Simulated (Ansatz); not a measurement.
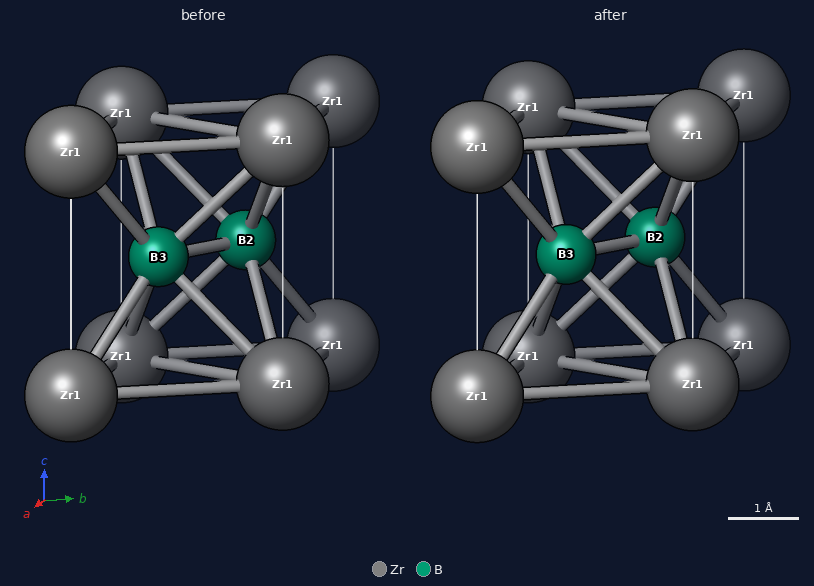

Left: a crystal of ZrB2 (set up in P6/mmm). Right: the same structure after one change, at the same scale. Style: ball-and-stick. Shown: the cell of the calculation, slightly off an axis.

Method: DFT r2SCAN, scalar-relativistic, plane waves, PAW (Ansatz 0.2.0). Set-up: plane-wave cutoff 500 eV; k-point mesh 18 × 18 × 12; occupations gaussian; smearing width 0.1 eV; no spin polarisation.

> What was changed?

The volume is changed by +6.0 %. The cell's shape and the atoms are relaxed at that volume.

> What does the change do?

The drawn cell changes as follows: a = b 3.167 → 3.225 Å (+1.8 %), c 3.551 → 3.632 Å (+2.3 %); the volume changes by +6.0 %. No atom moves by more than 0.005 Å relative to the cell. Among the bonded contacts that change: Zr–Zr 3.167 → 3.225 Å, B–Zr 2.549 → 2.601 Å, B–B 1.829 → 1.862 Å. The space group stays P6/mmm (No. 191). It costs 25.5 meV per atom. The pressure goes from 0.0 to −12.6 GPa. It is metallic before and after.
